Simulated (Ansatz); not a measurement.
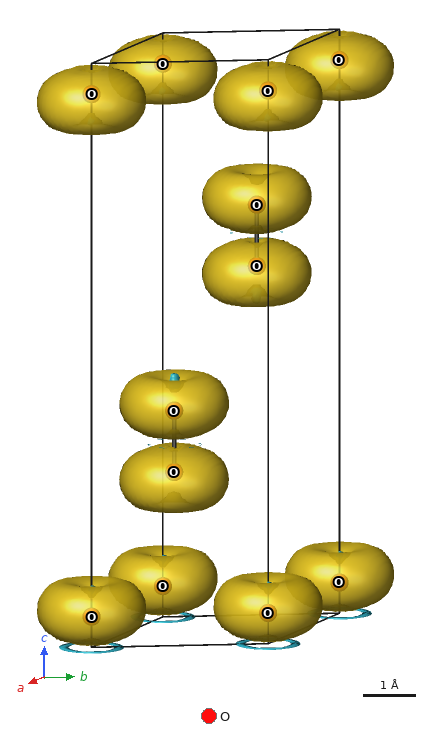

O. Isosurfaces of the spin density (up minus down) at +0.04 (yellow) and −0.04 e/Å³ (cyan), seen slightly off an axis. Sticks mark near contacts.

Space group R-3m; spin-polarised.

These are results of DFT r2SCAN, scalar-relativistic, plane waves, PAW (Ansatz 0.2.0), not measurements.

Core electrons are frozen (PAW), and the valence fields are smoothed inside the atomic spheres.

```yaml
crystal:
  lattice:
    - [3.42702, 0.00000, 0.00000]
    - [-1.71351, 2.96789, 0.00000]
    - [0.00000, 0.00000, 11.46848]
  atoms:
    - { symbol: O, position: [0.00000, 0.00000, 0.05260] }
    - { symbol: O, position: [0.66667, 0.33333, 0.38594] }
    - { symbol: O, position: [0.33333, 0.66667, 0.71927] }
    - { symbol: O, position: [0.66667, 0.33333, 0.28073] }
    - { symbol: O, position: [0.33333, 0.66667, 0.61406] }
    - { symbol: O, position: [0.00000, 0.00000, 0.94740] }
```

**Describe the spin distribution.**

The spin density sits on O: +0.6 μB (×6) in one cell of 6 atoms: parallel main moments (a ferromagnetic arrangement) in this solution. The cell of the calculation (2 atoms) carries 2.0 μB of net spin moment.
